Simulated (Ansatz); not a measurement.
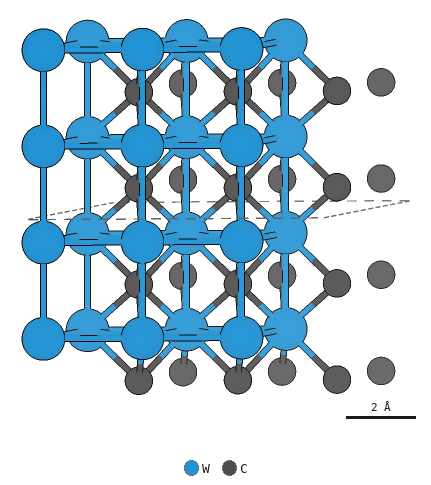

Solid WC (P-6m2): the crystal is pulled apart rigidly along the normal of the (0 0 1) plane of the conventional cell, at a cut between a plane of W below and one of C above, 1.42 Å apart. One cut stands in each cell, which starts 8.5 Å high; nothing is relaxed, and the dashed outline marks the cut. The picture shows the perfect crystal around the cut (dashed). The picture is a ball-and-stick view of the layers on both sides of the cut, seen from the side, nearly along the cut plane.

Theory: DFT r2SCAN, scalar-relativistic, plane waves, PAW (Ansatz 0.2.0). (plane-wave cutoff 500 eV; k-point mesh 23 × 23 × 7; occupations gaussian; smearing width 0.15 eV; no spin polarisation). Energies (free energies at the smearing named) are counted from the relaxed crystal.

```
CELL_PARAMETERS angstrom
-2.91209 0.00000 0.00000
-1.45605 -2.52195 0.00000
0.00000 0.00000 8.50860
ATOMIC_POSITIONS crystal
W 0.00000 0.00000 0.00000
W 0.00000 0.00000 0.33333
W 0.00000 0.00000 0.66667
C 0.66667 0.66667 0.16667
C 0.66667 0.66667 0.50000
C 0.66667 0.66667 0.83333
```

**Give the energy at each point (the opening: −0.30, −0.15, 0.00, 0.25, 0.50, 0.75, 1.00, 1.50, 2.00, 3.00, 4.50, 6.00 Å).**

```
opening (Å)  ΔE per area (J/m²)
      −0.30                 2.6
      −0.15                 0.6
       0.00                 0.0
       0.25                 1.1
       0.50                 3.3
       0.75                 5.6
       1.00                 7.7
       1.50                10.4
       2.00                11.5
       3.00                12.2
       4.50                12.4
       6.00                12.4
```

At the widest opening, 6.00 Å, the energy has risen by 12.4 J/m², where the curve has levelled off: this is the ideal work of separation, the sum of the two unrelaxed surface energies of a slab 8.5 Å thick. The steepest rise lies between 0.50 Å and 0.75 Å, with a mean traction of about 95 GPa. Pressing the cut together by 0.30 Å costs 2.6 J/m².
